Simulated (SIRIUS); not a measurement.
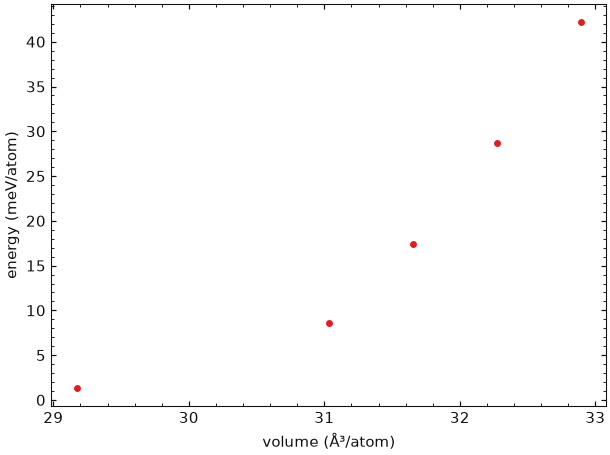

The picture above shows the energy against volume for Pb, space group Im-3m (No. 229).

Cell as given: a = 3.429 Å, b = 3.429 Å, c = 3.429 Å, α = 109.47°, β = 109.47°, γ = 109.47°; 1 atom.

How it was computed, with SIRIUS 7.12.0: plane-wave DFT, no spin polarisation; energies at scaled volumes of the given cell, shape and fractions fixed, counted from the fit's minimum, third-order Birch-Murnaghan fit. Level: PBEsol.

- k mesh: 9×9×9
- occupations: Fermi–Dirac
- smearing width: 0.05 eV
- potentials: dojo sr pbesol 0.4.1 standard
- wave cutoff: 765.3 eV
- density cutoff: 3061 eV

The points at volume 29.79 Å³/atom and 30.41 Å³/atom are left out of the plot. What values does the calculation give there?

| volume (Å³/atom) | energy (meV/atom) |
| --- | --- |
| 29.79 | 0.08 |
| 30.41 | 2.64 |

Keep in mind: spin-orbit coupling left out, heavy elements.
